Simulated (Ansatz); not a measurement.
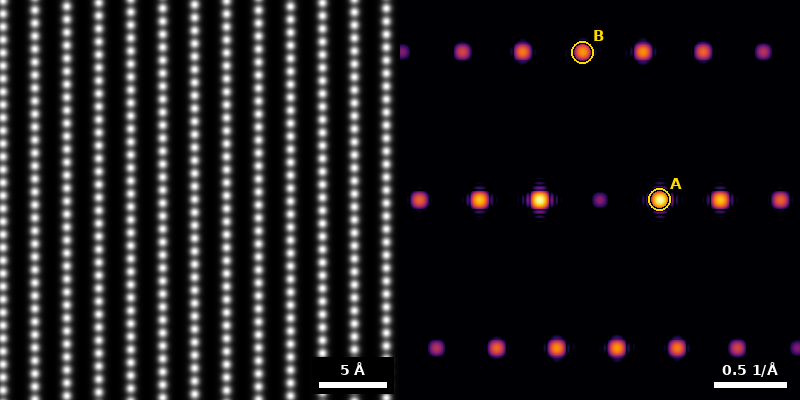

Dark-field STEM-like image of a crystal. Simulation: incoherent imaging, intensity Z^1.7 per atom, probe width 0.60 Å, thin sample. The probe carries 25 % of its weight in a tail 2.5 times as wide.

The right panel is the modulus of the image's Fourier transform on a logarithmic scale.

> Which lattice spacings do the marked spots stand for, and what angle do A and B enclose?

A: 2.4 Å, B: 1.0 Å; A and B enclose about 97°.

The crystal is W (R-3m, No. 166) along [101]; the spots are (1 -1 -1) and (1 2 -1). Atomic positions: the end point of a relaxation with DFT, PAW plane waves, r2scan in Ansatz; the starting structure was generated, so it need not be a known form of this composition.
